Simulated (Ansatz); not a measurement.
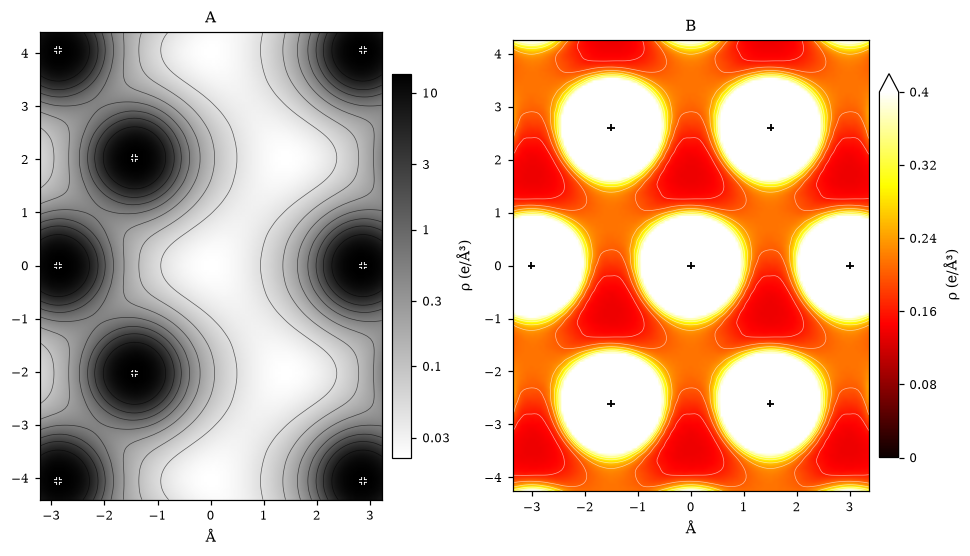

The valence electron density of 2 systems, each on a plane through atoms (crosses mark nuclei in the plane).

Computed with Ansatz, DFT, m-r2SCAN, plane waves (500 eV) with PAW, scalar-relativistic.

System 1: Ti, the (001) plane of the conventional cell. Space group P6₃/mmc; set up as Ti, beta-Sn type; a generated structure, not necessarily the stable one; changed on purpose from its base cell (volume × 1.08); computed pressure about −8 GPa in this cell; the program warned that a starting moment wasn't kept; spin-polarised, but the moments vanished.

```yaml
crystal:
  lattice:
    - [-1.66179, 2.02647, 1.48362]
    - [2.02647, -1.66179, 1.48362]
    - [3.31501, 3.31501, -0.81569]
  atoms:
    - { symbol: Ti, position: [0.66662, 0.33338, 0.75000] }
    - { symbol: Ti, position: [0.33324, 0.66676, 0.25000] }
```

System 2: Pd, the (110) plane of the conventional cell. Space group Fd-3m; set up as Pd, diamond; a generated structure, not necessarily the stable one; spin-polarised.

Match each panel to its system.

Panel A is system 2, Pd: the plane holds Pd. Pd–Pd (2.48 Å): ρ at the midpoint is about 0.49 e/Å³. Panel B is system 1, Ti: the plane holds Ti. Ti–Ti (3.01 Å): ρ at the midpoint is about 0.18 e/Å³.
